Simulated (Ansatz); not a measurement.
Geometry relaxation, with input and output: HfO2

HfO2 (P4₂/mnm, 6 atoms in the cell), computed with DFT PBE, scalar-relativistic, plane waves, PAW, no spin polarisation (Ansatz 0.2.0).

The structure derives from a Materials Project entry. It belongs to a series of runs on one base structure; here: strain along c alone, the other axes held, atoms relaxed: -2.0 %.

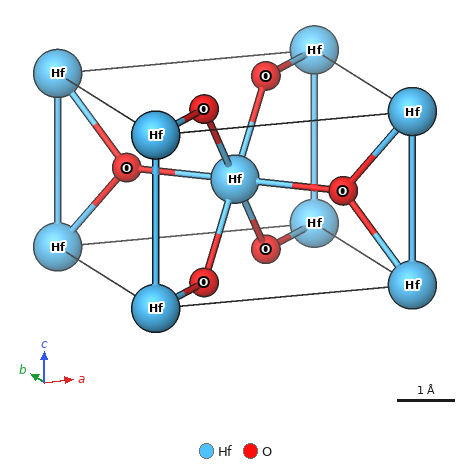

*The starting structure (ball-and-stick view of the cell of the calculation, seen slightly off an axis).*

Near neighbours in the crystal (not all of them lie inside the picture): Hf has 2 Hf at 3.17 Å and 6 O at 2.08 to 2.11 Å; O has 3 Hf at 2.08 to 2.11 Å.

Summary:

- outcome: converged
- space group (tolerance 0.01 Å): P4₂/mnm (136)
- electrons treated: 76
- free energy: −33723.1616 eV
- Fermi energy: 14.291 eV
- gap on the k-point mesh: 3.90 eV
- pressure: 5.14 GPa
- final volume: 75.57 Å³
- largest force (length of the vector) at the end: under 0.001 eV/Å
- final cell: a = 4.880 Å, b = 4.880 Å, c = 3.173 Å, α = 90.00°, β = 90.00°, γ = 90.00°
- hardware: 1 thread of AMD EPYC (Zen 3), 32 GiB of memory available, shared host
- wall time: 25 s
- peak memory: 0.49 GiB

Notes:

Warnings of the run: the SCF threshold is looser than advised for the printed stress. Spin–orbit coupling is left out, which matters for Hf.

Input file:
```yaml
crystal:
  lattice:
    - [4.8803694249, 0.0, 0.0]
    - [0.0, 4.8803694249, 0.0]
    - [0.0, 0.0, 3.1729276879]
  atoms:
    - { symbol: Hf, position: [0.0, 0.0, 0.0] }
    - { symbol: Hf, position: [0.5, 0.5, 0.5] }
    - { symbol: O, position: [0.1948153568, 0.8051846432, 0.5] }
    - { symbol: O, position: [0.3051846432, 0.3051846432, 0.0] }
    - { symbol: O, position: [0.6948153568, 0.6948153568, 0.0] }
    - { symbol: O, position: [0.8051846432, 0.1948153568, 0.5] }
basis:
  ecutwfc: 420
kpoints:
  mp_grid: { grid: [6, 6, 8] }
hamiltonian:
  xc: pbe
scf:
  occupations: { method: gaussian, width: 0.02 }
output:
  forces: true
  stress: true
  eigenvalues: true
relax:
  adjacent_minimum: "off"
  f_tol: 0.008
  max_steps: 40
```

Launched with:
```bash
ansatz run input.yaml --threads 1 --pin off --max-ram 2560MiB --backend cpu --events-out ev --progress --plain --runs-dir out
```

Output:
```
Warning: output.stress: scf.convergence.dr2_threshold = 6.4e-8 eV (the default of a walk held to its f_tol) is looser than the 6e-10 eV advised for a printed stress (1e-10 eV for each atom of the cell: 6). What an SCF threshold leaves in a stress goes as its square root, and in the free energy as the threshold itself, and one threshold admits the most on a small cell: of the crystals measured, under no hybrid functional and no lock of the moments, on runs that ended without the residual-converged pass, on stresses that held no estimate of that error, the worst erred by over 100 MPa in a component at 1e-7 eV an atom and by under 5 at 1e-10. Every solve of this run answers to scf.convergence.dr2_threshold, and the tensor of one is reported: a single SCF on the reported geometry and on this run's grids (its basis.xc_grid and basis.ecutrho_ratio typed), with scf.convergence.dr2_threshold at 6e-10 eV or tighter, prints it and tightens no other solve. Else set scf.convergence.dr2_threshold to 6e-10 eV or tighter. The threshold is an SCF's pass mark: one that does not reach it within its budget of iterations ends unconverged, or closes short of it on a stop that the run arms, and scf.convergence.dr2_threshold's page says what that costs each kind of run
Engine: ansatz 0.2.0, x86_64-unknown-linux-gnu
Pseudopotentials: kind: paw
Pseudopotential: Hf, paw, valence charge 26, recommended cutoff 420 eV (normal), Hf.paw.azcp
Pseudopotential: O, paw, valence charge 6, recommended cutoff 420 eV (normal), O.paw.azcp
Functional definition: PBE
  parameter kappa = 0.804
  parameter beta = 0.06672455060314922
  exchange = pbe_x(kappa = kappa, mu = beta*pi^2/3)
  correlation = pbe_c(beta = beta)
Crystal: 6 atoms, lattice volume = 75.573 Å³
Basis set: ecut = 420 eV, 1471 PW (Γ), exchange–correlation on 72×72×48 points (8 copies of the dense FFT grid, shifted against one another)
Bands: 46, of which v1, the nominal top of the filled ones, is band 38 counted from 1 (37 counted from 0)
Symmetry: 16 space group operations
Space group: P42/mnm (ITA 136), of the structure as read, at distance tolerance 4.2e-5 Å
k-points: 50 of 288
Non-local potential: Hf, projectors of the file, l = 0: 3, l = 1: 2, l = 2: 2, l = 3: 3
Non-local potential: O, projectors of the file, l = 0: 2, l = 1: 2, l = 2: 1
PAW form: soft (Blöchl's): semilocal exchange-correlation on the pseudo side does not see the compensation charge
PAW one-centre angular grid: Hf, 590 points (default); XC on 64 Gauss nodes
PAW one-centre angular grid: O, 110 points (default); XC on 64 Gauss nodes
Initial density: superposition of atomic densities (neutral atoms: chi_scale 0, normalization atom), corrected by the library's trained network
Initial wavefunctions: pseudopotential atomic-orbital guess
Functional: x = pbe(κ = 0.804, μ = 0.2195149727645171), c = pbe(β = 0.06672455060314922)
SCF iter   1: F=—  HF=-33723.157962 eV  |F-HF|=—  |Δ(HF+E_count)|=         —  Δρ=2.78e-3  dr2=4.60e-3  ethr=1.77e-3  ⟨swp⟩=5.8  Hψ=7340  notcnv=0
preconditioner: auto → Resta (q_TF=auto, 2.731 Å⁻¹)  ε∞=5.1  [insulator: Δε(μ)=3.997 eV  Ē_g=17.965 eV  σ=0.020 eV  W_gap=1.00  n_scr=30 (ndim 8)  ℏωp=36.2 eV  f_vac=0.095  D(μ)=0.00/eV (n_scr^D=0)  ε∞_Penn≈5.1]
SCF iter   2: F=—  HF=-33723.158254 eV  |F-HF|=—  |Δ(HF+E_count)|=   2.92e-4  Δρ=1.46e-3  dr2=1.23e-3  ethr=6.05e-6  ⟨swp⟩=2.0  Hψ=4513  notcnv=0  defer=84
SCF iter   3: F=—  HF=-33723.158282 eV  |F-HF|=—  |Δ(HF+E_count)|=   2.85e-5  Δρ=5.97e-4  dr2=2.81e-4  ethr=1.62e-6  ⟨swp⟩=2.0  Hψ=3372  notcnv=0  defer=84
SCF iter   4: F=—  HF=-33723.158279 eV  |F-HF|=—  |Δ(HF+E_count)|=   2.95e-6  Δρ=1.48e-4  dr2=1.16e-5  ethr=3.70e-7  ⟨swp⟩=2.0  Hψ=3747  notcnv=0  defer=84
SCF iter   5: F=—  HF=-33723.158284 eV  |F-HF|=—  |Δ(HF+E_count)|=   4.62e-6  Δρ=6.88e-5  dr2=2.71e-6  ethr=1.52e-8  ⟨swp⟩=2.0  Hψ=3980  notcnv=0  defer=84
SCF iter   6: F=-33723.158284 eV  HF=-33723.158284 eV  |F-HF|=1.58e-7  |Δ(HF+E_count)|=   1.55e-7  Δρ=2.18e-5  dr2=2.95e-7  ethr=2.11e-9  ⟨swp⟩=9.0  Hψ=10224  notcnv=0
SCF 1 converged in 6 iterations: F = -33723.158284 eV  dr2 = 2.95e-7
  greatest PAW one-centre occupation: 0.999 electrons in one spin orbital (limit 2), on the Hf atom at site 1 (counted from 0), in its partial waves of l = 0
relax step   1: F+E_penalty+E_count = -33723.15828402 eV  Δ(F+E_penalty+E_count) = +0.000e0 eV  max|allowed force component| = 1.363e-1 eV/Å  Δτ_max = 0.0000 Å  (6 SCF iters, dr2 threshold 1.60e-6 eV, accepted)
Initial density: handed on by an earlier stage of this run
Initial wavefunctions: those handed on with the density
iter 1 solved again at ethr=5.38e-7 eV; its pass at ethr=3.10e-3 eV (dr2=4.09e-4 eV) is discarded
SCF iter   1: F=—  HF=-33723.161634 eV  |F-HF|=—  |Δ(HF+E_count)|=         —  Δρ=7.65e-4  dr2=4.08e-4  ethr=5.38e-7  ⟨swp⟩=2.0  Hψ=6294  notcnv=0  defer=86
preconditioner: auto → Resta (q_TF=auto, 2.731 Å⁻¹)  ε∞=5.1  [insulator: Δε(μ)=3.921 eV  Ē_g=17.960 eV  σ=0.020 eV  W_gap=1.00  n_scr=30 (ndim 8)  ℏωp=36.2 eV  f_vac=0.096  D(μ)=0.00/eV (n_scr^D=0)  ε∞_Penn≈5.1]
SCF iter   2: F=—  HF=-33723.161471 eV  |F-HF|=—  |Δ(HF+E_count)|=   1.63e-4  Δρ=4.49e-4  dr2=1.50e-4  ethr=5.37e-7  ⟨swp⟩=1.0  Hψ=2214  notcnv=0  defer=86
SCF iter   3: F=—  HF=-33723.161430 eV  |F-HF|=—  |Δ(HF+E_count)|=   4.09e-5  Δρ=9.33e-5  dr2=4.88e-6  ethr=1.98e-7  ⟨swp⟩=2.5  Hψ=3754  notcnv=0  defer=86
SCF iter   4: F=-33723.161429 eV  HF=-33723.161429 eV  |F-HF|=2.03e-7  |Δ(HF+E_count)|=   9.98e-7  Δρ=3.22e-5  dr2=5.08e-7  ethr=1.53e-9  ⟨swp⟩=9.3  Hψ=10215  notcnv=0
SCF 2 converged in 4 iterations: F = -33723.161429 eV  dr2 = 5.08e-7
  greatest PAW one-centre occupation: 0.999 electrons in one spin orbital (limit 2), on the Hf atom at site 0 (counted from 0), in its partial waves of l = 0
relax step   2: F+E_penalty+E_count = -33723.16142939 eV  Δ(F+E_penalty+E_count) = -3.145e-3 eV  max|allowed force component| = 2.680e-2 eV/Å  Δτ_max = 0.0068 Å  (4 SCF iters, dr2 threshold 1.16e-6 eV, accepted)
SCF iter   1: F=—  HF=-33723.161642 eV  |F-HF|=—  |Δ(HF+E_count)|=         —  Δρ=1.85e-4  dr2=2.69e-5  ethr=3.20e-7  ⟨swp⟩=2.0  Hψ=4858  notcnv=0  defer=86
preconditioner: auto → Resta (q_TF=auto, 2.731 Å⁻¹)  ε∞=5.1  [insulator: Δε(μ)=3.903 eV  Ē_g=17.961 eV  σ=0.020 eV  W_gap=1.00  n_scr=30 (ndim 8)  ℏωp=36.2 eV  f_vac=0.096  D(μ)=0.00/eV (n_scr^D=0)  ε∞_Penn≈5.1]
SCF iter   2: F=—  HF=-33723.161559 eV  |F-HF|=—  |Δ(HF+E_count)|=   8.30e-5  Δρ=1.11e-4  dr2=1.05e-5  ethr=3.53e-8  ⟨swp⟩=1.0  Hψ=2700  notcnv=0  defer=86
SCF iter   3: F=—  HF=-33723.161556 eV  |F-HF|=—  |Δ(HF+E_count)|=   2.51e-6  Δρ=1.94e-5  dr2=2.45e-7  ethr=1.38e-8  ⟨swp⟩=2.0  Hψ=3707  notcnv=0  defer=86
SCF iter   4: F=-33723.161556 eV  HF=-33723.161556 eV  |F-HF|=1.45e-8  |Δ(HF+E_count)|=   1.32e-8  Δρ=8.49e-6  dr2=5.04e-8  ethr=8.42e-11  ⟨swp⟩=8.4  Hψ=9492  notcnv=0
SCF 3 converged in 4 iterations: F = -33723.161556 eV  dr2 = 5.04e-8
relax step   3: F+E_penalty+E_count = -33723.16155636 eV  Δ(F+E_penalty+E_count) = -1.270e-4 eV  max|allowed force component| = 1.346e-4 eV/Å  Δτ_max = 0.0017 Å  (4 SCF iters, accepted)
```

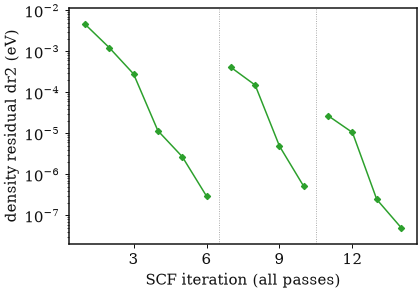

*Convergence of the self-consistent field: density residual dr2 against the SCF iteration. The dotted lines part the SCF passes of the relaxation: geometry steps, rejected trials and re-solves on a re-selected basis.*

The passes take 6, 4 and 4 iterations.

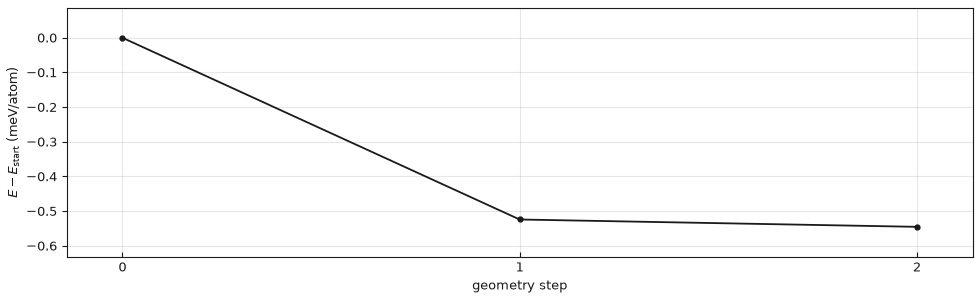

*Progress of the relaxation, step by step (the first geometry is step 0 here and step 1 in the log).*

After 2 geometry steps the energy has fallen by 0.5 meV per atom. Largest force component: 0.14 eV/Å at the start, 0.00014 eV/Å at the end. The largest moves, 0.008 Å, are those of O3, O4, O5 and O6. Hf stays in place. The cell stays as it was. Among the contacts that change: Hf1–O4 2.106 → 2.098 Å, Hf1–O3 2.080 → 2.085 Å. The space group stays P4_2/mnm (No. 136). (Atoms are counted from 1 in the order of the input.)

```
SCF converged after 4 iterations
Free energy (F): -33723.161556 eV
Harris-Foulkes:  -33723.161556 eV  (|F-HF|=1.45e-8)
Internal energy: -33723.161556 eV  (E = F + TS)
E sigma→0 (E₀):  -33723.161556 eV
Fermi energy:    14.291064 eV
--- Per-component energies (eV) ---
  E_band       = -129.141521
  E_kinetic    = 1543.380963
  E_local      = -13083.971283  (includes V_loc(G=0)·N_el)
  E_nonlocal   = -2293.227705
  E_hartree    = 5954.329672
  E_xc         = -895.001897
  E_vxc        = -908.608992  (∫ρ·V_xc dr)
  E_paw        = -14487.999041  (= ΣΔE_a)
  E_vpaw       = 2704.610312  (= ΣTr[D̂ρ^β])
  E_aug_tail   = 0.009996  (compensation charges beyond the density's cutoff)
  E_ewald      = -10460.682261
  E_smearing   = -0.000000  (= −TS)
  E_closure    = -0.000000  (closes the sum)
  Σ components = -33723.161556   (vs F -33723.161556, Δ=0.00e0)
--- Forces (eV/Å), atoms counted from 1 ---
  atom   1  Hf     0.00000000    -0.00000000     0.00000000
  atom   2  Hf    -0.00000000    -0.00000000    -0.00000000
  atom   3  O      0.00013456    -0.00013456    -0.00000000
  atom   4  O     -0.00013456    -0.00013456    -0.00000000
  atom   5  O      0.00013456     0.00013456     0.00000000
  atom   6  O     -0.00013456     0.00013456     0.00000000
  max |Σ_I F_I| component: 3.04e-18 eV/Å
--- Stress (GPa, compression-positive) ---
        2.961379       0.000000       0.000000
        0.000000       2.961379       0.000000
        0.000000       0.000000       9.488243
  P = ⅓ Tr σ = 5.1370 GPa (51.370 kbar)
--- Band table (eV; the first three rows and the last of 50) ---
  k-point 0: bands = ["-48.0223", "-48.0135", "-16.9898", "-16.9898", "-16.7079", "-16.7079", "-16.5750", "-16.5210", "-5.2605", "-4.4953", "-3.4348", "-3.4348", "2.1016", "2.1016", "2.1128", "2.1412", "2.1412", "2.1467", "2.1525", "2.1525", "2.1730", "2.1790", "2.1913", "2.1975", "2.2797", "2.2797", "6.8699", "7.3813", "8.0831", "8.9292", "8.9292", "10.5108", "10.5108", "10.8796", "11.7357", "11.9101", "11.9101", "12.3399", "16.2422", "16.5353", "17.5943", "18.0341", "18.0341", "18.4043", "20.2610", "20.5809"]
  k-point 1: bands = ["-48.0185", "-48.0103", "-16.9625", "-16.9625", "-16.7044", "-16.7044", "-16.6764", "-16.6288", "-5.0755", "-4.3613", "-3.5418", "-3.5418", "2.1069", "2.1069", "2.1184", "2.1442", "2.1442", "2.1472", "2.1527", "2.1527", "2.1701", "2.1749", "2.1872", "2.1889", "2.2668", "2.2668", "7.1399", "7.5863", "8.2482", "8.8697", "8.8697", "10.4136", "10.7233", "10.7233", "11.1765", "11.7133", "11.7133", "12.2531", "16.5841", "17.0017", "17.4755", "17.9405", "17.9405", "18.8274", "20.0377", "20.8856"]
  k-point 2: bands = ["-48.0091", "-48.0028", "-16.9114", "-16.8925", "-16.8925", "-16.8788", "-16.6990", "-16.6990", "-4.6212", "-4.0602", "-3.7964", "-3.7964", "2.1211", "2.1211", "2.1378", "2.1412", "2.1503", "2.1503", "2.1543", "2.1543", "2.1630", "2.1645", "2.1655", "2.1956", "2.2366", "2.2366", "7.8408", "8.0739", "8.7271", "8.8727", "8.8727", "9.4747", "10.1272", "11.0374", "11.0374", "11.2342", "11.2342", "11.9212", "17.2891", "17.3091", "17.9079", "17.9608", "17.9608", "19.4447", "19.8930", "21.5876"]
  k-point 49: bands = ["-47.9939", "-47.9939", "-17.2154", "-17.2154", "-16.7601", "-16.7601", "-16.7288", "-16.7288", "-4.1999", "-4.1999", "-3.7483", "-3.7483", "2.1337", "2.1337", "2.1515", "2.1515", "2.1519", "2.1519", "2.1549", "2.1549", "2.1630", "2.1630", "2.1874", "2.1874", "2.2070", "2.2070", "8.3089", "8.3089", "8.4350", "8.4350", "9.3315", "9.3315", "10.2085", "10.2085", "11.2961", "11.2961", "11.8666", "11.8666", "17.4935", "17.4935", "18.0820", "18.0820", "19.0815", "19.0815", "21.8358", "21.8358"]
--- Relaxed structure (3 steps of the walk, 3 accepted, 0 SCFs on fresh bases) ---
  F+E_penalty+E_count = -33723.16155636 eV   max|allowed force component| = 1.346e-4 eV/Å
  atoms:
    - { symbol: Hf, position: [-6.664672761986984e-20, -4.4431151746579755e-20, 7.587353596694758e-35] }
    - { symbol: Hf, position: [0.49999999999999994, 0.49999999999999994, 0.5] }
    - { symbol: O, position: [0.19604493011401153, 0.8039550698859885, 0.5] }
    - { symbol: O, position: [0.3039550698859884, 0.3039550698859884, -3.556571998450668e-35] }
    - { symbol: O, position: [0.6960449301140114, 0.6960449301140114, -3.9359396782854056e-35] }
    - { symbol: O, position: [0.8039550698859885, 0.19604493011401153, 0.5] }
```

Trajectory as extended XYZ (Å, eV, eV/Å), 3 frames, from step=1 to step=3:
```
6
Lattice="4.8804 0.0000 0.0000 0.0000 4.8804 0.0000 0.0000 0.0000 3.1729" Properties=species:S:1:pos:R:3:forces:R:3 step=1 energy=-33723.15828
Hf    0.0000    0.0000    0.0000    0.0000   0.0000   0.0000
Hf    2.4402    2.4402    1.5865    0.0000   0.0000   0.0000
O     0.9508    3.9296    1.5865    0.1363  -0.1363   0.0000
O     1.4894    1.4894    0.0000   -0.1363  -0.1363   0.0000
O     3.3910    3.3910    0.0000    0.1363   0.1363   0.0000
O     3.9296    0.9508    1.5865   -0.1363   0.1363   0.0000
6
Lattice="4.8804 0.0000 0.0000 0.0000 4.8804 0.0000 0.0000 0.0000 3.1729" Properties=species:S:1:pos:R:3:forces:R:3 step=2 energy=-33723.16143
Hf    0.0000    0.0000    0.0000    0.0000   0.0000   0.0000
Hf    2.4402    2.4402    1.5865    0.0000   0.0000   0.0000
O     0.9556    3.9248    1.5865    0.0268  -0.0268   0.0000
O     1.4846    1.4846    0.0000   -0.0268  -0.0268   0.0000
O     3.3958    3.3958    0.0000    0.0268   0.0268   0.0000
O     3.9248    0.9556    1.5865   -0.0268   0.0268   0.0000
6
Lattice="4.8804 0.0000 0.0000 0.0000 4.8804 0.0000 0.0000 0.0000 3.1729" Properties=species:S:1:pos:R:3:forces:R:3 step=3 energy=-33723.16156
Hf    0.0000    0.0000    0.0000    0.0000   0.0000   0.0000
Hf    2.4402    2.4402    1.5865    0.0000   0.0000   0.0000
O     0.9568    3.9236    1.5865    0.0001  -0.0001   0.0000
O     1.4834    1.4834    0.0000   -0.0001  -0.0001   0.0000
O     3.3970    3.3970    0.0000    0.0001   0.0001   0.0000
O     3.9236    0.9568    1.5865   -0.0001   0.0001   0.0000
```
